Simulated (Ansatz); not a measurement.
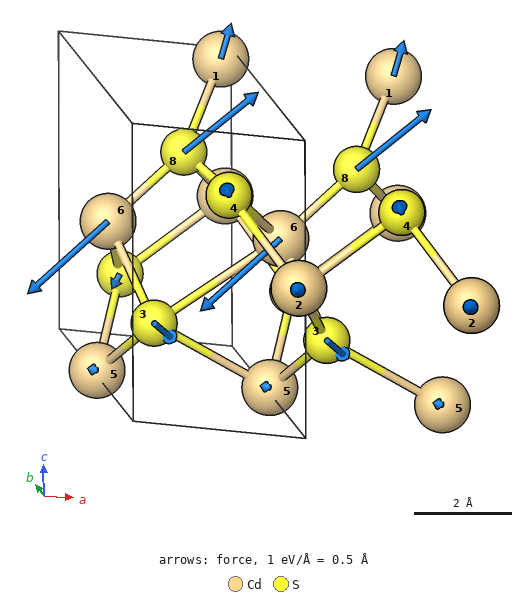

Starting geometry of crystalline CdS (built on the NiAs type) with the computed forces as blue arrows. The picture is a ball-and-stick view of the cell of the calculation, repeated 2 × 1 × 1 with one cell outlined, seen slightly off an axis.

Case: shaken.

These are results of DFT, PBEsol, plane waves, PAW in Ansatz 0.2.0, not measurements.

Input
```yaml
crystal:
  lattice:
    - [3.7877632391, -0.0010156611, -0.0357890364]
    - [-3.7895224158, 6.4441653822, 0.0560814609]
    - [-0.0597680004, 0.0195655488, 6.3877782154]
  atoms:
    - { symbol: Cd, position: [-0.0752235112, -0.0352177286, -0.0297447349] }
    - { symbol: Cd, position: [-0.0361636317, 0.0032365144, 0.5010914028] }
    - { symbol: S, position: [0.2410669338, 0.2774991861, 0.2572234657] }
    - { symbol: S, position: [0.6207407081, 0.1441066072, 0.7500281435] }
    - { symbol: Cd, position: [6.42579e-05, 0.4888166635, 0.0193101136] }
    - { symbol: Cd, position: [0.0705318695, 0.4977964811, 0.521042903] }
    - { symbol: S, position: [0.2717984001, 0.8106390256, 0.2593712614] }
    - { symbol: S, position: [0.5838840651, 0.6708797054, 0.7294189249] }
kpoints:
  mp_grid: { grid: [6, 6, 4] }
hamiltonian:
  xc: pbesol
scf:
  occupations: { method: fermi_dirac, width: 0.05 }
relax:
  f_tol: 0.01
  cell: {}
  max_steps: 120
output:
  write_density: true
  write_potential: true
  elf: true
  volumetric_format: npy
```

Launched with:
```bash
ansatz run input.yaml --threads 2 --pin off --max-ram 2211MiB --backend cpu --events-out ev --progress --plain --runs-dir out
```

**What follows when this structure is relaxed?**

It isn't relaxed: the largest force vector, on Cd6, is 4.59 eV/Å. The final displacements follow the starting forces only in part (cosine between the two patterns 0.80). The energy falls by 1.521 eV per cell of the calculation in 4 accepted moves (5 points after the start). The largest force component goes from 3 to 0.0021 eV/Å. The pressure goes from 7.59 to 0.00 GPa. At 1 point the geometry stayed and the basis and grid were re-selected for the new cell (energy shift of 0.7 meV per cell of the calculation at most each time). The atom that moves furthest relative to the cell is Cd6 (0.40 Å roughly along [−3 0 −1]). Largest moves by element: Cd 0.40 Å, S 0.32 Å. The drawn cell changes as follows: a 3.788 → 3.813 Å (+0.7 %), b 7.476 → 7.614 Å (+1.9 %), c 6.388 → 6.364 Å (−0.4 %), α 89.1° → 90.0°, β 91.1° → 90.1°, γ 120.5° → 120.0°; the volume changes by +2.6 %. Some distances before and after: Cd6–S8 2.152 → 2.713 Å, S3–Cd6 3.172 → 2.714 Å, Cd5–S8 3.124 → 2.714 Å, Cd2–S3 2.349 → 2.712 Å. Among the angles between lasting bonds that change: S3–Cd6–S8 159.0° → 180.0°, S3–Cd6–S8 109.6° → 90.8°, S4–Cd6–S7 161.8° → 179.9°. The space group (tolerance 0.01 Å) goes from P1 (No. 1) to Cmcm (No. 63).
